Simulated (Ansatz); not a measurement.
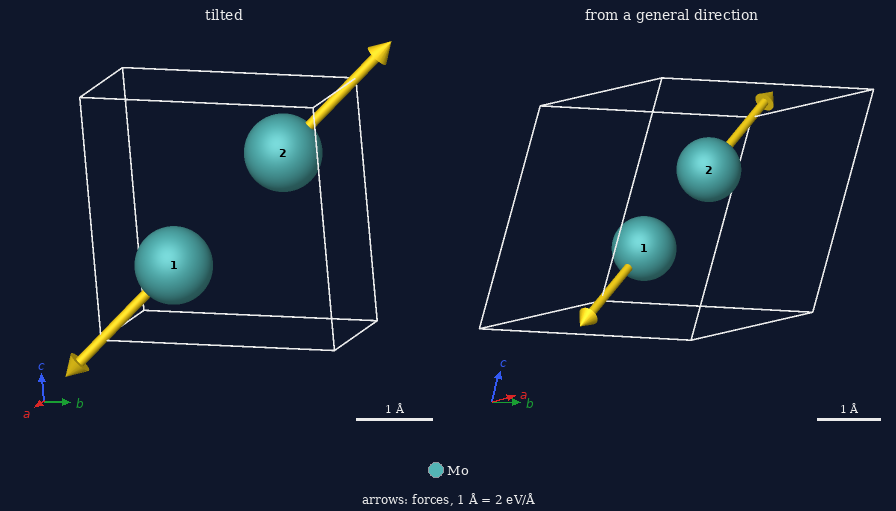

An orthographic spheres-only view of the structure, slightly off an axis and from a general direction. The simulation cell is outlined; an atom on or near a face, edge or corner is repeated at each equivalent position. The arrows are the computed forces on the atoms.

System: Mo. Method used: Ansatz 0.2.0, DFT PBEsol, scalar-relativistic, plane waves, PAW. It ran with a cutoff energy of 420 eV, a 24×24×24 k-point mesh, Gaussian smearing of 0.15 eV, no spin polarisation.

Do the forces show a relaxed structure?

No. The atoms still feel forces of up to about 3.3 eV/Å, far above a usual threshold of 0.01 to 0.03 eV/Å.

Which atom has the biggest force on it?

Mo1 and Mo2, about 3.3 eV/Å.

The structure comes from a structure listed in the Materials Project. The cell was then strained or its atoms displaced on purpose. It was run through Ansatz as a DFT input.
